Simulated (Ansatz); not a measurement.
# Single-point calculation of AlN

The run: single-point calculation of AlN (P6₃mc, 32 atoms in the cell). Method and program: DFT PBE, scalar-relativistic, plane waves, PAW, no spin polarisation (Ansatz 0.2.0).

The structure derives from a Materials Project entry. It belongs to a series of runs on one base structure; here: the perfect crystal in a cell of 32 atoms.

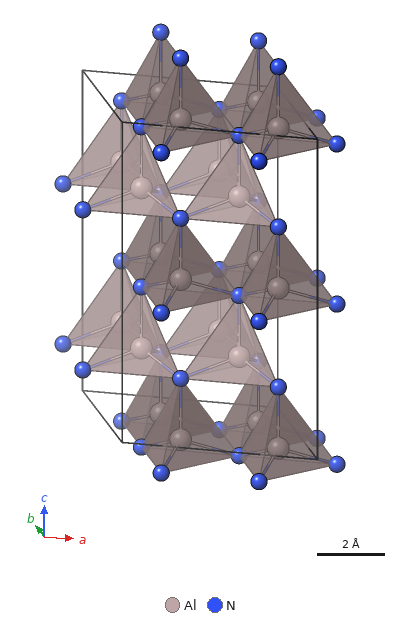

**Figure 1.** The structure (polyhedral view of the cell of the calculation, seen slightly off an axis; polyhedra are completed across the faces of the cell). An atom can appear more than once, as a periodic image.

## Results in brief

```tsv
quantity	value
outcome	converged
space group (tolerance 0.01 Å)	P6₃mc (186)
electrons treated	128
free energy	−14787.8177 eV
Fermi energy	8.971 eV
gap on the k-point mesh	4.03 eV
pressure	−0.01 GPa
largest force (length of the vector)	0.017 eV/Å
hardware	8 threads of Arm Neoverse V2, 112 GiB of memory available, shared host
wall time	1.5 s (CPU time 9.8 s)
peak memory	0.91 GiB
```

## Input
```yaml
crystal:
  lattice:
    - [3.1302036258, -5.4216717179, 0.0]
    - [3.1302036258, 5.4216717179, 0.0]
    - [0.0, 0.0, 10.0360387592]
  atoms:
    - { symbol: Al, position: [0.6666666667, 0.3333333333, 0.2496174743] }
    - { symbol: Al, position: [0.6666666667, 0.3333333333, 0.7496174743] }
    - { symbol: Al, position: [0.1666666667, 0.3333333333, 0.2496174743] }
    - { symbol: Al, position: [0.1666666667, 0.3333333333, 0.7496174743] }
    - { symbol: Al, position: [0.6666666667, 0.8333333333, 0.2496174743] }
    - { symbol: Al, position: [0.6666666667, 0.8333333333, 0.7496174743] }
    - { symbol: Al, position: [0.1666666667, 0.8333333333, 0.2496174743] }
    - { symbol: Al, position: [0.1666666667, 0.8333333333, 0.7496174743] }
    - { symbol: Al, position: [0.3333333333, 0.1666666667, 0.4996174743] }
    - { symbol: Al, position: [0.3333333333, 0.1666666667, 0.9996174743] }
    - { symbol: Al, position: [0.8333333333, 0.1666666667, 0.4996174743] }
    - { symbol: Al, position: [0.8333333333, 0.1666666667, 0.9996174743] }
    - { symbol: Al, position: [0.3333333333, 0.6666666667, 0.4996174743] }
    - { symbol: Al, position: [0.3333333333, 0.6666666667, 0.9996174743] }
    - { symbol: Al, position: [0.8333333333, 0.6666666667, 0.4996174743] }
    - { symbol: Al, position: [0.8333333333, 0.6666666667, 0.9996174743] }
    - { symbol: "N", position: [0.6666666667, 0.3333333333, 0.4403825257] }
    - { symbol: "N", position: [0.6666666667, 0.3333333333, 0.9403825257] }
    - { symbol: "N", position: [0.1666666667, 0.3333333333, 0.4403825257] }
    - { symbol: "N", position: [0.1666666667, 0.3333333333, 0.9403825257] }
    - { symbol: "N", position: [0.6666666667, 0.8333333333, 0.4403825257] }
    - { symbol: "N", position: [0.6666666667, 0.8333333333, 0.9403825257] }
    - { symbol: "N", position: [0.1666666667, 0.8333333333, 0.4403825257] }
    - { symbol: "N", position: [0.1666666667, 0.8333333333, 0.9403825257] }
    - { symbol: "N", position: [0.3333333333, 0.1666666667, 0.1903825257] }
    - { symbol: "N", position: [0.3333333333, 0.1666666667, 0.6903825257] }
    - { symbol: "N", position: [0.8333333333, 0.1666666667, 0.1903825257] }
    - { symbol: "N", position: [0.8333333333, 0.1666666667, 0.6903825257] }
    - { symbol: "N", position: [0.3333333333, 0.6666666667, 0.1903825257] }
    - { symbol: "N", position: [0.3333333333, 0.6666666667, 0.6903825257] }
    - { symbol: "N", position: [0.8333333333, 0.6666666667, 0.1903825257] }
    - { symbol: "N", position: [0.8333333333, 0.6666666667, 0.6903825257] }
basis:
  ecutwfc: 420
  xc_grid: 2
kpoints:
  mp_grid: { grid: [2, 2, 2], shift: [0.0, 0.0, 0.0] }
hamiltonian:
  xc: pbe
scf:
  occupations: { method: gaussian, width: 0.02 }
output:
  forces: true
  stress: true
  eigenvalues: true
  write_density: true
  write_potential: true
  elf: true
  volumetric_format: npy
```

Command:
```bash
ansatz run input.yaml --threads 8 --pin off --max-ram 16384MiB --backend cpu --events-out ev --progress --plain --runs-dir out
```

## Output
```
Engine: ansatz 0.2.0, aarch64-unknown-linux-gnu
Pseudopotentials: kind: paw
Pseudopotential: Al, paw, valence charge 3, recommended cutoff 420 eV (normal), Al.paw.azcp
Pseudopotential: N, paw, valence charge 5, recommended cutoff 420 eV (normal), N.paw.azcp
Functional definition: PBE
  parameter kappa = 0.804
  parameter beta = 0.06672455060314922
  exchange = pbe_x(kappa = kappa, mu = beta*pi^2/3)
  correlation = pbe_c(beta = beta)
Crystal: 32 atoms, lattice volume = 340.642 Å³
Basis set: ecut = 420 eV, 6705 PW (Γ), exchange–correlation on 90×90×144 points (8 copies of the dense FFT grid, shifted against one another)
Bands: 96, of which v1, the nominal top of the filled ones, is band 64 counted from 1 (63 counted from 0)
Symmetry: 96 space group operations
Space group: P63mc (ITA 186), of the structure as read, at distance tolerance 7.0e-5 Å
k-points: 4 of 8
Non-local potential: Al, projectors of the file, l = 0: 2, l = 1: 2, l = 2: 1
Non-local potential: N, projectors of the file, l = 0: 2, l = 1: 2, l = 2: 1
PAW form: soft (Blöchl's): semilocal exchange-correlation on the pseudo side does not see the compensation charge
PAW one-centre angular grid: Al, 110 points (default); XC on 64 Gauss nodes
PAW one-centre angular grid: N, 110 points (default); XC on 64 Gauss nodes
Initial density: superposition of atomic densities (neutral atoms: chi_scale 0, normalization atom), corrected by the library's trained network
Initial wavefunctions: pseudopotential atomic-orbital guess
Functional: x = pbe(κ = 0.804, μ = 0.2195149727645171), c = pbe(β = 0.06672455060314922)
SCF iter   1: F=—  HF=-14787.819247 eV  |F-HF|=—  |Δ(HF+E_count)|=         —  Δρ=9.27e-4  dr2=1.35e-3  ethr=1.77e-3  ⟨swp⟩=6.2  Hψ=1708  notcnv=0  defer=35
preconditioner: auto → Resta (q_TF=auto, 2.318 Å⁻¹)  ε∞=4.1  [insulator: Δε(μ)=4.031 eV  Ē_g=12.983 eV  σ=0.020 eV  W_gap=1.00  n_scr=66 (ndim 8)  ℏωp=22.8 eV  f_vac=0.000  D(μ)=0.00/eV (n_scr^D=0)  ε∞_Penn≈4.1]
SCF iter   2: F=—  HF=-14787.819135 eV  |F-HF|=—  |Δ(HF+E_count)|=   1.11e-4  Δρ=4.57e-4  dr2=2.15e-4  ethr=1.06e-6  ⟨swp⟩=2.0  Hψ=692  notcnv=0  defer=66
SCF iter   3: F=—  HF=-14787.819719 eV  |F-HF|=—  |Δ(HF+E_count)|=   5.84e-4  Δρ=2.06e-4  dr2=4.90e-5  ethr=1.68e-7  ⟨swp⟩=2.8  Hψ=519  notcnv=0  defer=66
SCF iter   4: F=—  HF=-14787.817692 eV  |F-HF|=—  |Δ(HF+E_count)|=   2.03e-3  Δρ=1.85e-5  dr2=8.20e-7  ethr=3.83e-8  ⟨swp⟩=2.0  Hψ=519  notcnv=0  defer=66
iter 5 did not close the SCF: its close was put off for the readings that it lacked (scf_convergence_deferred on its scf_iter line)
SCF iter   5: F=-14787.817693 eV  HF=-14787.817693 eV  |F-HF|=9.32e-9  |Δ(HF+E_count)|=   1.10e-6  Δρ=3.92e-6  dr2=3.55e-8  ethr=6.41e-10  ⟨swp⟩=2.0  Hψ=539  notcnv=0  defer=66
SCF iter   6: F=-14787.817693 eV  HF=-14787.817693 eV  |F-HF|=2.35e-9  |Δ(HF+E_count)|=   1.53e-8  Δρ=1.19e-6  dr2=3.52e-9  ethr=2.77e-11  ⟨swp⟩=19.2  Hψ=2809  notcnv=0
SCF 1 converged in 6 iterations: F = -14787.817693 eV  dr2 = 3.52e-9
  greatest PAW one-centre occupation: 0.786 electrons in one spin orbital (limit 2), on the N atom at site 31 (counted from 0), in its partial waves of l = 0
```

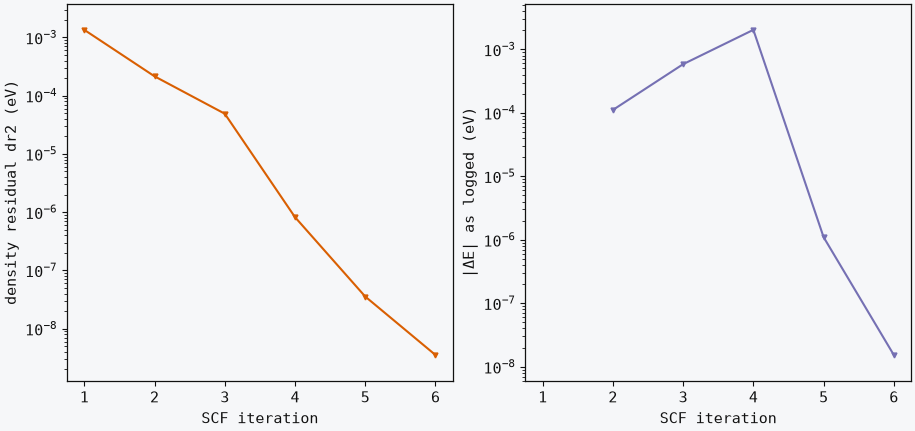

**Figure 2.** Convergence of the self-consistent field: density residual dr2 and size of the energy change against the SCF iteration. The residual falls at every step.

```
SCF converged after 6 iterations
Free energy (F): -14787.817693 eV
Harris-Foulkes:  -14787.817693 eV  (|F-HF|=2.35e-9)
Internal energy: -14787.817693 eV  (E = F + TS)
E sigma→0 (E₀):  -14787.817693 eV
Fermi energy:    8.970614 eV
--- Per-component energies (eV) ---
  E_band       = 224.427271
  E_kinetic    = 2539.953399
  E_local      = -3614.691275  (includes V_loc(G=0)·N_el)
  E_nonlocal   = 883.567268
  E_hartree    = 1254.510156
  E_xc         = -1626.078363
  E_vxc        = -1723.150420  (∫ρ·V_xc dr)
  E_paw        = -9520.659642  (= ΣΔE_a)
  E_vpaw       = -370.274918  (= ΣTr[D̂ρ^β])
  E_aug_tail   = 0.001565  (compensation charges beyond the density's cutoff)
  E_ewald      = -4704.420802
  E_smearing   = -0.000000  (= −TS)
  E_closure    = 0.000000  (closes the sum)
  Σ components = -14787.817693   (vs F -14787.817693, Δ=0.00e0)
--- Forces (eV/Å), atoms counted from 1 ---
  atom   1  Al     0.00000000    -0.00000000    -0.01745800
  atom   2  Al     0.00000000    -0.00000000    -0.01745800
  atom   3  Al     0.00000000    -0.00000000    -0.01745800
  atom   4  Al     0.00000000    -0.00000000    -0.01745800
  atom   5  Al     0.00000000    -0.00000000    -0.01745800
  atom   6  Al     0.00000000    -0.00000000    -0.01745800
  atom   7  Al     0.00000000    -0.00000000    -0.01745800
  atom   8  Al     0.00000000    -0.00000000    -0.01745800
  atom   9  Al    -0.00000000     0.00000000    -0.01745800
  atom  10  Al    -0.00000000     0.00000000    -0.01745800
  atom  11  Al    -0.00000000     0.00000000    -0.01745800
  atom  12  Al    -0.00000000     0.00000000    -0.01745800
  atom  13  Al     0.00000000     0.00000000    -0.01745800
  atom  14  Al    -0.00000000     0.00000000    -0.01745800
  atom  15  Al    -0.00000000     0.00000000    -0.01745800
  atom  16  Al    -0.00000000     0.00000000    -0.01745800
  atom  17  N      0.00000000    -0.00000000     0.01744303
  atom  18  N      0.00000000    -0.00000000     0.01744303
  atom  19  N     -0.00000000    -0.00000000     0.01744303
  atom  20  N      0.00000000    -0.00000000     0.01744303
  atom  21  N      0.00000000     0.00000000     0.01744303
  atom  22  N     -0.00000000     0.00000000     0.01744303
  atom  23  N      0.00000000    -0.00000000     0.01744303
  atom  24  N     -0.00000000     0.00000000     0.01744303
  atom  25  N     -0.00000000    -0.00000000     0.01744303
  atom  26  N     -0.00000000     0.00000000     0.01744303
  atom  27  N     -0.00000000     0.00000000     0.01744303
  atom  28  N     -0.00000000     0.00000000     0.01744303
  atom  29  N      0.00000000    -0.00000000     0.01744303
  atom  30  N     -0.00000000     0.00000000     0.01744303
  atom  31  N      0.00000000     0.00000000     0.01744303
  atom  32  N      0.00000000     0.00000000     0.01744303
  max |Σ_I F_I| component: 2.40e-4 eV/Å
--- Stress (GPa, compression-positive) ---
        0.112593      -0.000000      -0.000000
       -0.000000       0.112593      -0.000000
        0.000000       0.000000      -0.267493
  P = ⅓ Tr σ = -0.0141 GPa (-0.141 kbar)
--- Band table (eV) ---
  k-point 0: bands = ["-8.1019", "-7.2379", "-7.2379", "-6.1904", "-6.1904", "-6.1904", "-6.0216", "-5.8289", "-5.8289", "-5.8289", "-5.8289", "-5.8289", "-5.8289", "-5.5160", "-5.5160", "-5.5160", "1.0533", "1.4376", "1.4376", "1.4376", "1.4376", "1.4376", "1.4376", "1.5843", "1.5843", "1.5843", "2.8374", "2.8374", "2.8374", "3.6555", "3.6555", "3.6643", "3.6643", "3.6643", "4.9058", "4.9058", "4.9058", "5.2146", "5.2146", "5.2146", "5.5178", "5.5178", "5.5178", "5.5178", "5.5178", "5.5178", "5.6120", "5.6120", "5.6120", "5.6120", "5.6120", "5.6120", "6.1137", "6.1137", "6.2769", "6.2769", "6.2769", "6.4248", "6.4248", "6.4248", "6.4248", "6.7541", "6.7541", "6.9556", "10.9856", "12.1982", "12.1982", "12.1982", "12.1982", "12.1982", "12.1982", "12.7095", "12.7095", "12.7095", "12.7149", "12.7149", "12.7149", "13.2587", "13.2587", "13.4619", "14.9731", "14.9731", "14.9731", "16.0943", "16.0943", "16.0943", "16.0943", "16.0943", "16.0943", "17.0862", "17.0862", "17.0862", "17.1243", "17.1243", "17.4064", "17.7492"]
  k-point 1: bands = ["-7.8711", "-7.8711", "-6.4379", "-6.4379", "-6.0819", "-6.0819", "-6.0819", "-6.0819", "-6.0819", "-6.0819", "-5.5998", "-5.5998", "-5.5998", "-5.5998", "-5.5998", "-5.5998", "1.3486", "1.3486", "1.3486", "1.3486", "1.3486", "1.3486", "1.8301", "1.8301", "2.1706", "2.1706", "2.1706", "2.1706", "2.1706", "2.1706", "4.4269", "4.4269", "4.4269", "4.4269", "4.4269", "4.4269", "5.0737", "5.0737", "5.0737", "5.0737", "5.0737", "5.0737", "5.7516", "5.7516", "5.7762", "5.7762", "5.7762", "5.7762", "5.7762", "5.7762", "6.0343", "6.0343", "6.0343", "6.0343", "6.0343", "6.0343", "6.2026", "6.2026", "6.2026", "6.2026", "6.6558", "6.6558", "6.6558", "6.6558", "11.9569", "11.9569", "11.9617", "11.9617", "11.9617", "11.9617", "11.9617", "11.9617", "12.7953", "12.7953", "12.7953", "12.7953", "12.7953", "12.7953", "13.5766", "13.5766", "16.1478", "16.1478", "16.1478", "16.1478", "16.1478", "16.1478", "16.2489", "16.2489", "16.2489", "16.2489", "16.2489", "16.2489", "17.0749", "17.0749", "17.9531", "17.9531"]
  k-point 2: bands = ["-7.3710", "-7.3710", "-6.6245", "-6.6245", "-6.6245", "-6.6245", "-6.2810", "-6.2810", "-5.8542", "-5.8542", "-5.8542", "-5.8542", "-5.6614", "-5.6614", "-5.4401", "-5.4401", "1.9530", "1.9530", "2.0781", "2.0781", "2.0781", "2.0781", "2.4227", "2.4227", "2.9196", "2.9196", "2.9790", "2.9790", "2.9790", "2.9790", "3.4846", "3.4846", "3.5524", "3.5524", "4.0441", "4.0441", "4.0441", "4.0441", "4.1317", "4.1317", "4.5140", "4.5140", "5.1868", "5.1868", "5.3801", "5.3801", "5.3801", "5.3801", "5.4184", "5.4184", "5.5450", "5.5450", "5.9368", "5.9368", "5.9368", "5.9368", "5.9980", "5.9980", "5.9980", "5.9980", "6.5253", "6.5253", "6.5505", "6.5505", "12.6587", "12.6587", "13.0083", "13.0083", "13.3922", "13.3922", "13.3922", "13.3922", "13.5206", "13.5206", "13.5206", "13.5206", "14.4489", "14.4489", "14.7092", "14.7092", "14.9455", "14.9455", "15.7169", "15.7169", "15.8482", "15.8482", "15.8482", "15.8482", "16.3087", "16.3087", "16.3087", "16.3087", "16.6168", "16.6168", "16.8290", "16.8290"]
  k-point 3: bands = ["-7.1679", "-7.1679", "-7.1679", "-7.1679", "-6.1563", "-6.1563", "-6.1563", "-6.1563", "-5.9759", "-5.9759", "-5.9759", "-5.9759", "-5.5580", "-5.5580", "-5.5580", "-5.5580", "2.2383", "2.2383", "2.2383", "2.2383", "2.2535", "2.2535", "2.2535", "2.2535", "2.3477", "2.3477", "2.3477", "2.3477", "3.7341", "3.7341", "3.7341", "3.7341", "3.7933", "3.7933", "3.7933", "3.7933", "4.3390", "4.3390", "4.3390", "4.3390", "4.5396", "4.5396", "4.5396", "4.5396", "4.9478", "4.9478", "4.9478", "4.9478", "5.5622", "5.5622", "5.5622", "5.5622", "6.0789", "6.0789", "6.0789", "6.0789", "6.3296", "6.3296", "6.3296", "6.3296", "6.3582", "6.3582", "6.3582", "6.3582", "12.8733", "12.8733", "12.8733", "12.8733", "13.0889", "13.0889", "13.0889", "13.0889", "14.1489", "14.1489", "14.1489", "14.1489", "14.2630", "14.2630", "14.2630", "14.2630", "15.3947", "15.3947", "15.3947", "15.3947", "15.5113", "15.5113", "15.5113", "15.5113", "16.4179", "16.4179", "16.4179", "16.4179", "16.8222", "16.8222", "16.8222", "16.8222"]
```

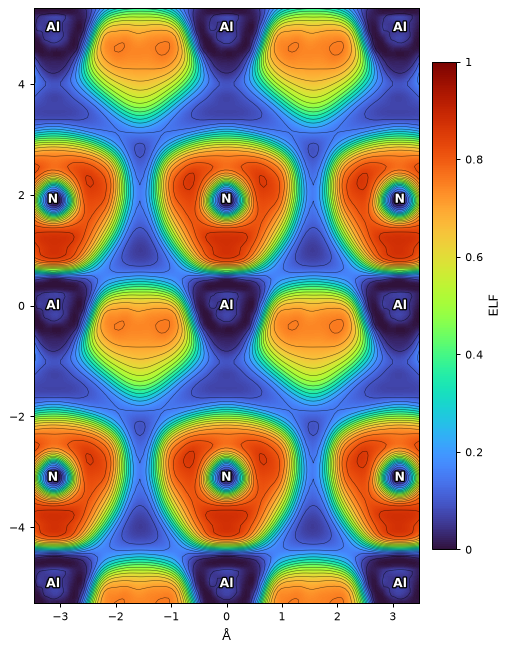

**Figure 3.** ELF on the (100) plane of the calculation cell. Al–N (1.91 Å): the ELF is about 0.85 at the midpoint. In a PAW calculation such maps are meaningful between the atoms, not at the nuclei.

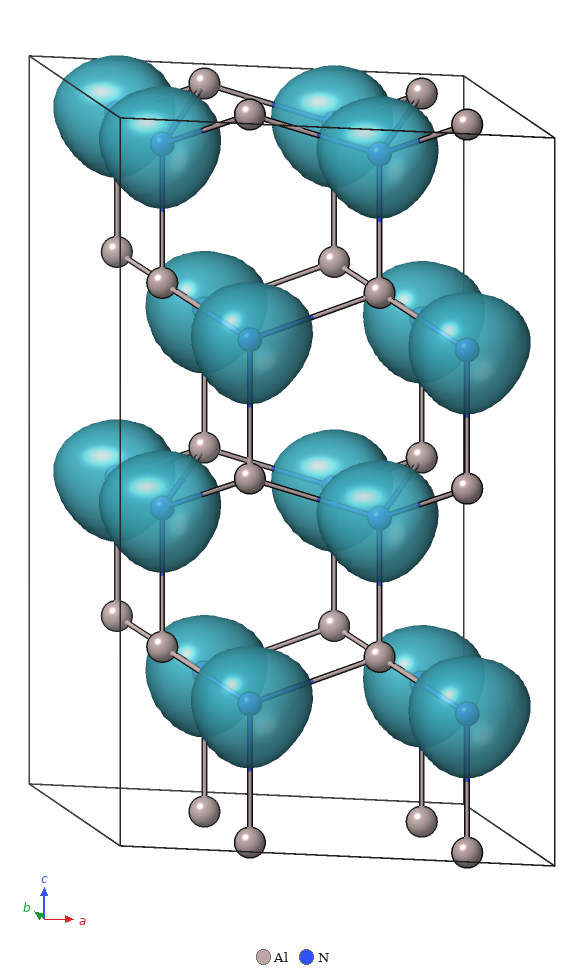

**Figure 4.** Isosurface of the valence pseudo-density at 0.8 e/Å³ (cyan), seen slightly off an axis. Sticks mark near contacts. The outline is the calculation cell. At this value the density breaks into separate islands; it holds about 50 % of the electrons treated as valence. It is pinched off along the Al–N (1.90 Å) contacts. On the grid the lowest density along these lines, outside the cores, is 0.56 e/Å³ (Al–N, 1.90 Å).
